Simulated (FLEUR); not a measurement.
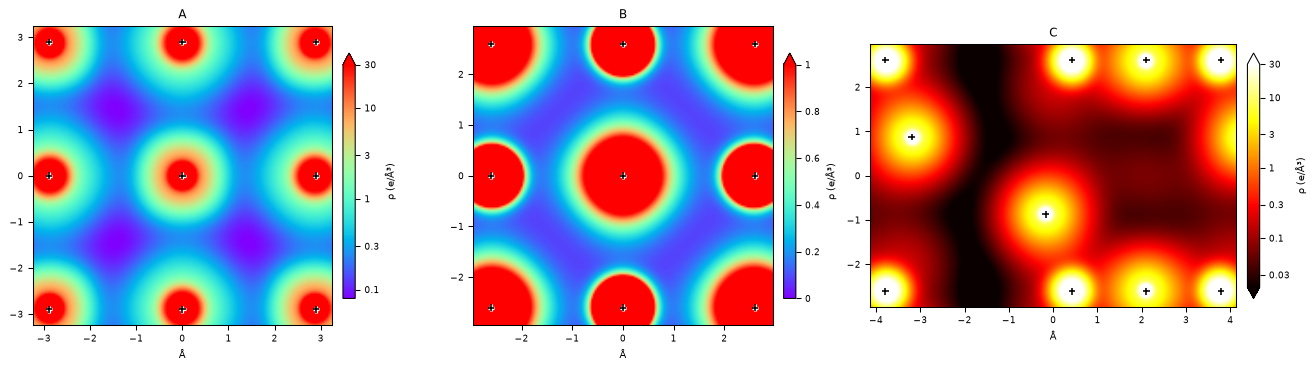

The electron density of 3 systems, each on a plane through atoms (crosses mark nuclei in the plane).

These are results of Kohn-Sham DFT of a periodic cell, PBE, all-electron in FLEUR, not measurements.

System 1: MoSe, the (100) plane of the conventional cell. Space group Fm-3m; a structure from a database of computed crystals, not necessarily the ambient phase; a generated structure, not necessarily the stable one.

```
Mo Se
1.0
     5.78576    0.00000    0.00000
     0.00000    5.78576    0.00000
     0.00000    0.00000    5.78576
Mo Se
4 4
Direct
  0.00000 0.00000 0.00000
  0.50000 0.50000 0.00000
  0.50000 0.00000 0.50000
  0.00000 0.50000 0.50000
  0.50000 0.00000 0.00000
  0.00000 0.50000 0.00000
  0.00000 0.00000 0.50000
  0.50000 0.50000 0.50000
```

System 2: MgS, the (100) plane of the conventional cell. Space group Fm-3m.

```yaml
crystal:
  lattice:
    - [5.20330, 0.00000, 0.00000]
    - [0.00000, 5.20330, 0.00000]
    - [0.00000, 0.00000, 5.20330]
  atoms:
    - { symbol: S, position: [0.50000, 0.00000, 0.00000] }
    - { symbol: S, position: [0.00000, 0.50000, 0.00000] }
    - { symbol: S, position: [0.00000, 0.00000, 0.50000] }
    - { symbol: S, position: [0.50000, 0.50000, 0.50000] }
    - { symbol: Mg, position: [0.00000, 0.00000, 0.00000] }
    - { symbol: Mg, position: [0.50000, 0.50000, 0.00000] }
    - { symbol: Mg, position: [0.50000, 0.00000, 0.50000] }
    - { symbol: Mg, position: [0.00000, 0.50000, 0.50000] }
```

System 3: Al₂O₃, the (110) plane of the conventional cell. Space group P-3m1; a structure from a database of computed crystals, not necessarily the ambient phase.

```
Al O
1.0
     3.01748    0.00000    0.00000
    -1.50874    2.61322    0.00000
     0.00000    0.00000    7.57464
Al O
2 3
Direct
  0.00000 0.00000 0.72205
  0.00000 0.00000 0.27795
  0.00000 0.00000 0.50000
  0.66667 0.33333 0.80055
  0.33333 0.66667 0.19945
```

Which map belongs to which system?

Panel A is system 1, MoSe: the plane holds Mo and Se. Mo–Se (2.89 Å): ρ is about 0.26 e/Å³ halfway. Panel B is system 2, MgS: the plane holds S and Mg. Mg–S (2.60 Å): ρ at the midpoint is about 0.27 e/Å³. Panel C is system 3, Al₂O₃: the plane holds Al and O. Al–O (1.68 Å): ρ is about 0.96 e/Å³ halfway.
